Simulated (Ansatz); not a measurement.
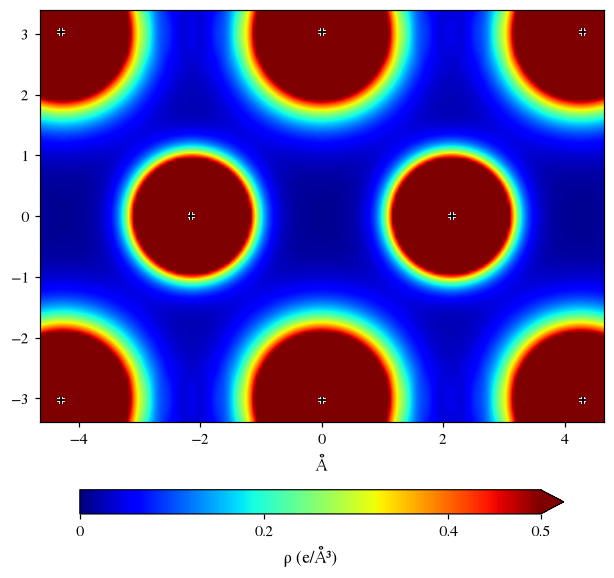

The valence pseudo-density on a plane through atoms (crosses mark nuclei in the plane).

These are results of Ansatz 0.2.0, Kohn-Sham DFT of a periodic cell, HSE06 form with a typed share of exact exchange, Ansatz PAW, not measurements.

Candidates:
A. LiF, a = 4.03 Å, b = 4.03 Å, c = 4.03 Å, α = 90.00°, β = 90.00°, γ = 90.00°. Space group Fm-3m.
B. KI, a = 4.29 Å, b = 4.29 Å, c = 4.29 Å, α = 90.00°, β = 90.00°, γ = 90.00°. Space group Pm-3m; a structure from a database of computed crystals, not necessarily the ambient phase.

> Which system is this?

Candidate B: KI on the (011) plane of the conventional cell, which holds I and K. K–I (3.72 Å): ρ is about 0.06 e/Å³ halfway, with its minimum of 0.05 e/Å³ about 1.6 Å from K.
